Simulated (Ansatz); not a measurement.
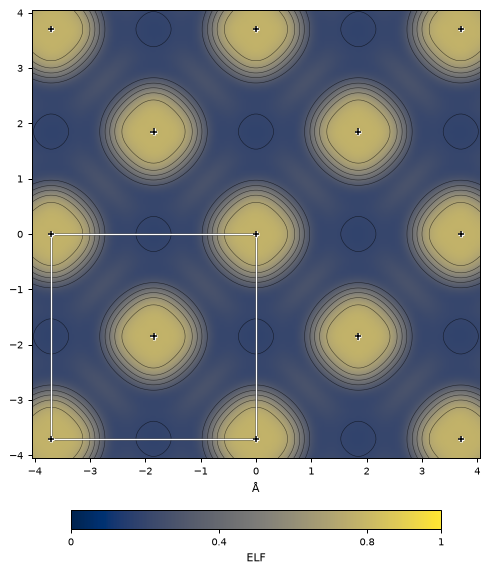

The ELF on a plane through atoms (crosses mark nuclei in the plane).

These are results of Ansatz, DFT PBEsol, scalar-relativistic, plane waves, PAW, not measurements.

Candidates:
A. Rh, a = 3.70 Å, b = 3.70 Å, c = 3.70 Å, α = 90.00°, β = 90.00°, γ = 90.00°. Space group Fm-3m; changed on purpose from its base cell (volume × 0.94); computed pressure about 21 GPa in this cell; computed without spin polarisation.
B. Ti, a = 4.06 Å, b = 4.06 Å, c = 4.06 Å, α = 90.00°, β = 90.00°, γ = 90.00°. Space group Fm-3m; computed without spin polarisation.
C. Ti5Si, a = 4.98 Å, b = 4.98 Å, c = 13.20 Å, α = 90.00°, β = 90.00°, γ = 120.00°. Space group R32; a structure from a database of computed crystals, not necessarily the ambient phase; computed without spin polarisation.

### Which system is this?

Candidate A: Rh on the (100) plane of the conventional cell, which holds Rh. Rh–Rh (2.62 Å): the ELF is about 0.25 at the midpoint: no shared electron pair shows on this line.
